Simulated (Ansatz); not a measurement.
MoS₂: geometry relaxation (part 3 of 3)

Continued. System: MoS₂ (P-3m1, 6 atoms in the cell). Method: DFT r2SCAN, scalar-relativistic, plane waves, PAW, no spin polarisation (Ansatz 0.2.0); cutoff 500 eV, 12×12×2 k-mesh, Gaussian smearing of 0.02 eV. The structure derives from a Materials Project entry. It belongs to a series of runs on one base structure; here: relaxed at 3 GPa.

Geometry of the input (Å; fractional positions):
```
3.1541  0.0000  0.0000
-1.5771  2.7316  0.0000
0.0000  0.0000  21.4918
Mo 0.6667  0.3333  0.1497
Mo 0.3333  0.6667  0.8503
S  0.3333  0.6667  0.2212
S  0.6667  0.3333  0.9219
S  0.3333  0.6667  0.0781
S  0.6667  0.3333  0.7788
```

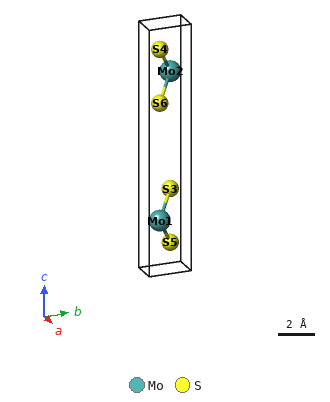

**Figure 1.** The geometry at step 12 of the log (ball-and-stick view of the cell of the calculation, seen slightly off an axis; atoms are numbered from 1 in the order of the input).

### Trajectory as extended XYZ (Å, eV, eV/Å), 23 frames, from step=1 to step=23
```
6
Lattice="3.1541 0.0000 0.0000 -1.5771 2.7316 0.0000 0.0000 0.0000 21.4918" Properties=species:S:1:pos:R:3:forces:R:3 step=1 energy=-13564.24148 pressure_GPa=2.57
Mo    1.5771    0.9105    3.2172    0.0000   0.0000   0.0007
Mo    0.0000    1.8210   18.2745    0.0000   0.0000  -0.0007
S     0.0000    1.8210    4.7547    0.0000   0.0000   0.5008
S     1.5771    0.9105   19.8127    0.0000   0.0000   0.4925
S     0.0000    1.8210    1.6790    0.0000   0.0000  -0.4925
S     1.5771    0.9105   16.7370    0.0000   0.0000  -0.5008
6
Lattice="3.1010 0.0000 0.0000 -1.5505 2.6856 0.0000 0.0000 0.0000 20.4584" Properties=species:S:1:pos:R:3:forces:R:3 step=2 energy=-13564.11494 pressure_GPa=3.13
Mo    1.5505    0.8952    3.0659    0.0000   0.0000   0.0424
Mo    0.0000    1.7904   17.3925    0.0000   0.0000  -0.0424
S     0.0000    1.7904    4.6525    0.0000   0.0000  -0.1378
S     1.5505    0.8952   18.9797    0.0000   0.0000  -0.2698
S     0.0000    1.7904    1.4787    0.0000   0.0000   0.2698
S     1.5505    0.8952   15.8059    0.0000   0.0000   0.1378
6
Lattice="3.1152 0.0000 0.0000 -1.5576 2.6978 0.0000 0.0000 0.0000 19.6074" Properties=species:S:1:pos:R:3:forces:R:3 step=3 energy=-13564.16047 pressure_GPa=2.88
Mo    1.5576    0.8993    3.0556    0.0000   0.0000   0.0477
Mo    0.0000    1.7985   16.5518    0.0000   0.0000  -0.0477
S     0.0000    1.7985    4.6339    0.0000   0.0000  -0.0686
S     1.5576    0.8993   18.1303    0.0000   0.0000  -0.1959
S     0.0000    1.7985    1.4771    0.0000   0.0000   0.1959
S     1.5576    0.8993   14.9735    0.0000   0.0000   0.0686
6
Lattice="3.1377 0.0000 0.0000 -1.5689 2.7173 0.0000 0.0000 0.0000 18.5606" Properties=species:S:1:pos:R:3:forces:R:3 step=4 energy=-13564.17786 pressure_GPa=3.16
Mo    1.5689    0.9058    2.9676    0.0000   0.0000   0.0805
Mo    0.0000    1.8116   15.5930    0.0000   0.0000  -0.0805
S     0.0000    1.8116    4.5248    0.0000   0.0000   0.2051
S     1.5689    0.9058   17.1498    0.0000   0.0000  -0.0091
S     0.0000    1.8116    1.4108    0.0000   0.0000   0.0091
S     1.5689    0.9058   14.0358    0.0000   0.0000  -0.2051
6
Lattice="3.1579 0.0000 0.0000 -1.5789 2.7348 0.0000 0.0000 0.0000 17.8068" Properties=species:S:1:pos:R:3:forces:R:3 step=5 energy=-13564.20241 pressure_GPa=2.42
Mo    1.5789    0.9116    2.9519    0.0000   0.0000   0.1078
Mo    0.0000    1.8232   14.8550    0.0000   0.0000  -0.1078
S     0.0000    1.8232    4.5025    0.0000   0.0000   0.2061
S     1.5789    0.9116   16.4037    0.0000   0.0000   0.0034
S     0.0000    1.8232    1.4031    0.0000   0.0000  -0.0034
S     1.5789    0.9116   13.3044    0.0000   0.0000  -0.2061
6
Lattice="3.1279 0.0000 0.0000 -1.5640 2.7088 0.0000 0.0000 0.0000 17.0534" Properties=species:S:1:pos:R:3:forces:R:3 step=6 energy=-13564.08726 pressure_GPa=6.45
Mo    1.5640    0.9030    2.9369    0.0000   0.0000   0.0687
Mo    0.0000    1.8059   14.1165    0.0000   0.0000  -0.0687
S     0.0000    1.8059    4.4668    0.0000   0.0000   0.8616
S     1.5640    0.9030   15.6467    0.0000   0.0000   0.6113
S     0.0000    1.8059    1.4066    0.0000   0.0000  -0.6113
S     1.5640    0.9030   12.5866    0.0000   0.0000  -0.8616
6
Lattice="3.1668 0.0000 0.0000 -1.5834 2.7425 0.0000 0.0000 0.0000 16.8282" Properties=species:S:1:pos:R:3:forces:R:3 step=7 energy=-13564.23489 pressure_GPa=0.86
Mo    1.5834    0.9142    2.9974    0.0000   0.0000   0.0862
Mo    0.0000    1.8284   13.8308    0.0000   0.0000  -0.0862
S     0.0000    1.8284    4.5603    0.0000   0.0000  -0.0994
S     1.5834    0.9142   15.3922    0.0000   0.0000  -0.2503
S     0.0000    1.8284    1.4360    0.0000   0.0000   0.2503
S     1.5834    0.9142   12.2679    0.0000   0.0000   0.0994
6
Lattice="3.1521 0.0000 0.0000 -1.5761 2.7298 0.0000 0.0000 0.0000 16.0231" Properties=species:S:1:pos:R:3:forces:R:3 step=8 energy=-13564.18479 pressure_GPa=3.14
Mo    1.5761    0.9099    2.9368    0.0000   0.0000   0.1069
Mo    0.0000    1.8199   13.0863    0.0000   0.0000  -0.1069
S     0.0000    1.8199    4.4877    0.0000   0.0000   0.2370
S     1.5761    0.9099   14.6360    0.0000   0.0000  -0.0049
S     0.0000    1.8199    1.3871    0.0000   0.0000   0.0049
S     1.5761    0.9099   11.5354    0.0000   0.0000  -0.2370
6
Lattice="3.1499 0.0000 0.0000 -1.5749 2.7279 0.0000 0.0000 0.0000 15.6296" Properties=species:S:1:pos:R:3:forces:R:3 step=9 energy=-13564.20105 pressure_GPa=3.34
Mo    1.5749    0.9093    2.9689    0.0000   0.0000   0.0934
Mo    0.0000    1.8186   12.6607    0.0000   0.0000  -0.0934
S     0.0000    1.8186    4.5193    0.0000   0.0000   0.2634
S     1.5749    0.9093   14.2098    0.0000   0.0000   0.0796
S     0.0000    1.8186    1.4199    0.0000   0.0000  -0.0796
S     1.5749    0.9093   11.1103    0.0000   0.0000  -0.2634
6
Lattice="3.1504 0.0000 0.0000 -1.5752 2.7283 0.0000 0.0000 0.0000 15.0690" Properties=species:S:1:pos:R:3:forces:R:3 step=10 energy=-13564.18715 pressure_GPa=3.40
Mo    1.5752    0.9094    2.9422    0.0000   0.0000   0.1028
Mo    0.0000    1.8189   12.1267    0.0000   0.0000  -0.1028
S     0.0000    1.8189    4.4938    0.0000   0.0000   0.2361
S     1.5752    0.9094   13.6772    0.0000   0.0000  -0.0008
S     0.0000    1.8189    1.3918    0.0000   0.0000   0.0008
S     1.5752    0.9094   10.5751    0.0000   0.0000  -0.2361
6
Lattice="3.1567 0.0000 0.0000 -1.5783 2.7338 0.0000 0.0000 0.0000 14.7069" Properties=species:S:1:pos:R:3:forces:R:3 step=11 energy=-13564.21396 pressure_GPa=2.84
Mo    1.5783    0.9113    2.9674    0.0000   0.0000   0.0970
Mo    0.0000    1.8225   11.7395    0.0000   0.0000  -0.0970
S     0.0000    1.8225    4.5193    0.0000   0.0000   0.1904
S     1.5783    0.9113   13.2898    0.0000   0.0000   0.0030
S     0.0000    1.8225    1.4170    0.0000   0.0000  -0.0030
S     1.5783    0.9113   10.1876    0.0000   0.0000  -0.1904
6
Lattice="3.1493 0.0000 0.0000 -1.5747 2.7274 0.0000 0.0000 0.0000 14.2376" Properties=species:S:1:pos:R:3:forces:R:3 step=12 energy=-13564.19535 pressure_GPa=3.43
Mo    1.5747    0.9091    2.9500    0.0000   0.0000   0.1076
Mo    0.0000    1.8183   11.2876    0.0000   0.0000  -0.1076
S     0.0000    1.8183    4.5042    0.0000   0.0000   0.1947
S     1.5747    0.9091   12.8403    0.0000   0.0000  -0.0294
S     0.0000    1.8183    1.3973    0.0000   0.0000   0.0294
S     1.5747    0.9091    9.7333    0.0000   0.0000  -0.1947
6
Lattice="3.1520 0.0000 0.0000 -1.5760 2.7297 0.0000 0.0000 0.0000 13.8875" Properties=species:S:1:pos:R:3:forces:R:3 step=13 energy=-13564.21501 pressure_GPa=3.17
Mo    1.5760    0.9099    2.9686    0.0000   0.0000   0.0890
Mo    0.0000    1.8198   10.9189    0.0000   0.0000  -0.0890
S     0.0000    1.8198    4.5227    0.0000   0.0000   0.1825
S     1.5760    0.9099   12.4721    0.0000   0.0000  -0.0256
S     0.0000    1.8198    1.4153    0.0000   0.0000   0.0256
S     1.5760    0.9099    9.3647    0.0000   0.0000  -0.1825
6
Lattice="3.1585 0.0000 0.0000 -1.5793 2.7353 0.0000 0.0000 0.0000 13.4514" Properties=species:S:1:pos:R:3:forces:R:3 step=14 energy=-13564.21969 pressure_GPa=3.03
Mo    1.5793    0.9118    2.9494    0.0000   0.0000   0.1755
Mo    0.0000    1.8236   10.5020    0.0000   0.0000  -0.1755
S     0.0000    1.8236    4.5028    0.0000   0.0000   0.1736
S     1.5793    0.9118   12.0495    0.0000   0.0000   0.0140
S     0.0000    1.8236    1.4019    0.0000   0.0000  -0.0140
S     1.5793    0.9118    8.9487    0.0000   0.0000  -0.1736
6
Lattice="3.1511 0.0000 0.0000 -1.5756 2.7289 0.0000 0.0000 0.0000 13.2029" Properties=species:S:1:pos:R:3:forces:R:3 step=15 energy=-13564.22096 pressure_GPa=2.29
Mo    1.5756    0.9096    2.9929    0.0000   0.0000  -0.5262
Mo    0.0000    1.8193   10.2099    0.0000   0.0000   0.5262
S     0.0000    1.8193    4.5394    0.0000   0.0000   0.2847
S     1.5756    0.9096   11.7943    0.0000   0.0000  -0.5538
S     0.0000    1.8193    1.4086    0.0000   0.0000   0.5538
S     1.5756    0.9096    8.6635    0.0000   0.0000  -0.2847
6
Lattice="3.1592 0.0000 0.0000 -1.5796 2.7359 0.0000 0.0000 0.0000 12.7529" Properties=species:S:1:pos:R:3:forces:R:3 step=16 energy=-13564.23968 pressure_GPa=3.54
Mo    1.5796    0.9120    2.9558    0.0000   0.0000   0.0170
Mo    0.0000    1.8240    9.7971    0.0000   0.0000  -0.0170
S     0.0000    1.8240    4.5003    0.0000   0.0000   0.3412
S     1.5796    0.9120   11.3450    0.0000   0.0000   0.0295
S     0.0000    1.8240    1.4078    0.0000   0.0000  -0.0295
S     1.5796    0.9120    8.2525    0.0000   0.0000  -0.3412
6
Lattice="3.1597 0.0000 0.0000 -1.5799 2.7364 0.0000 0.0000 0.0000 12.4809" Properties=species:S:1:pos:R:3:forces:R:3 step=17 energy=-13564.25608 pressure_GPa=3.01
Mo    1.5799    0.9121    2.9648    0.0000   0.0000   0.1276
Mo    0.0000    1.8243    9.5162    0.0000   0.0000  -0.1276
S     0.0000    1.8243    4.5188    0.0000   0.0000   0.1427
S     1.5799    0.9121   11.0662    0.0000   0.0000  -0.0208
S     0.0000    1.8243    1.4147    0.0000   0.0000   0.0208
S     1.5799    0.9121    7.9621    0.0000   0.0000  -0.1427
6
Lattice="3.1601 0.0000 0.0000 -1.5801 2.7368 0.0000 0.0000 0.0000 12.2257" Properties=species:S:1:pos:R:3:forces:R:3 step=18 energy=-13564.25957 pressure_GPa=3.21
Mo    1.5801    0.9123    2.9854    0.0000   0.0000   0.0628
Mo    0.0000    1.8245    9.2403    0.0000   0.0000  -0.0628
S     0.0000    1.8245    4.5376    0.0000   0.0000   0.1146
S     1.5801    0.9123   10.7909    0.0000   0.0000  -0.0002
S     0.0000    1.8245    1.4348    0.0000   0.0000   0.0002
S     1.5801    0.9123    7.6881    0.0000   0.0000  -0.1146
6
Lattice="3.1617 0.0000 0.0000 -1.5808 2.7381 0.0000 0.0000 0.0000 12.1976" Properties=species:S:1:pos:R:3:forces:R:3 step=19 energy=-13564.26696 pressure_GPa=2.34
Mo    1.5808    0.9127    3.0766    0.0000   0.0000   0.0448
Mo    0.0000    1.8254    9.1210    0.0000   0.0000  -0.0448
S     0.0000    1.8254    4.6370    0.0000   0.0000  -0.1557
S     1.5808    0.9127   10.6776    0.0000   0.0000  -0.0343
S     0.0000    1.8254    1.5201    0.0000   0.0000   0.0343
S     1.5808    0.9127    7.5606    0.0000   0.0000   0.1557
6
Lattice="3.1595 0.0000 0.0000 -1.5798 2.7362 0.0000 0.0000 0.0000 12.1723" Properties=species:S:1:pos:R:3:forces:R:3 step=20 energy=-13564.26357 pressure_GPa=3.04
Mo    1.5798    0.9121    3.0488    0.0000   0.0000  -0.0077
Mo    0.0000    1.8242    9.1235    0.0000   0.0000   0.0077
S     0.0000    1.8242    4.6026    0.0000   0.0000   0.0054
S     1.5798    0.9121   10.6776    0.0000   0.0000   0.0129
S     0.0000    1.8242    1.4948    0.0000   0.0000  -0.0129
S     1.5798    0.9121    7.5697    0.0000   0.0000  -0.0054
6
Lattice="3.1593 0.0000 0.0000 -1.5797 2.7361 0.0000 0.0000 0.0000 12.1790" Properties=species:S:1:pos:R:3:forces:R:3 step=21 energy=-13564.26444 pressure_GPa=2.97
Mo    1.5797    0.9120    3.0445    0.0000   0.0000  -0.0106
Mo    0.0000    1.8240    9.1345    0.0000   0.0000   0.0106
S     0.0000    1.8240    4.5989    0.0000   0.0000   0.0027
S     1.5797    0.9120   10.6895    0.0000   0.0000  -0.0092
S     0.0000    1.8240    1.4895    0.0000   0.0000   0.0092
S     1.5797    0.9120    7.5802    0.0000   0.0000  -0.0027
6
Lattice="3.1596 0.0000 0.0000 -1.5798 2.7363 0.0000 0.0000 0.0000 12.1696" Properties=species:S:1:pos:R:3:forces:R:3 step=22 energy=-13564.26331 pressure_GPa=3.01
Mo    1.5798    0.9121    3.0424    0.0000   0.0000   0.0002
Mo    0.0000    1.8242    9.1272    0.0000   0.0000  -0.0002
S     0.0000    1.8242    4.5965    0.0000   0.0000   0.0022
S     1.5798    0.9121   10.6814    0.0000   0.0000   0.0023
S     0.0000    1.8242    1.4882    0.0000   0.0000  -0.0023
S     1.5798    0.9121    7.5730    0.0000   0.0000  -0.0022
6
Lattice="3.1596 0.0000 0.0000 -1.5798 2.7363 0.0000 0.0000 0.0000 12.1696" Properties=species:S:1:pos:R:3:forces:R:3 step=23 energy=-13564.25783 pressure_GPa=2.99
Mo    1.5798    0.9121    3.0424    0.0000   0.0000   0.0002
Mo    0.0000    1.8242    9.1272    0.0000   0.0000  -0.0002
S     0.0000    1.8242    4.5965    0.0000   0.0000   0.0019
S     1.5798    0.9121   10.6814    0.0000   0.0000   0.0020
S     0.0000    1.8242    1.4882    0.0000   0.0000  -0.0020
S     1.5798    0.9121    7.5730    0.0000   0.0000  -0.0019
```

### Key numbers

```tsv
quantity	value
outcome	converged
space group (tolerance 0.01 Å)	P-3m1 (164) → P6₃/mmc (194)
electrons treated	52
free energy	−13564.2578 eV
Fermi energy	11.635 eV
gap on the k-point mesh	0.93 eV
pressure	2.99 GPa
final volume	105.21 Å³
largest force (length of the vector) at the end	0.002 eV/Å
final cell	a = 3.160 Å, b = 3.160 Å, c = 12.170 Å, α = 90.00°, β = 90.00°, γ = 120.00°
hardware	1 thread of Arm Neoverse V1, 24 GiB of memory available, shared host
wall time	12 min
peak memory	0.91 GiB
```
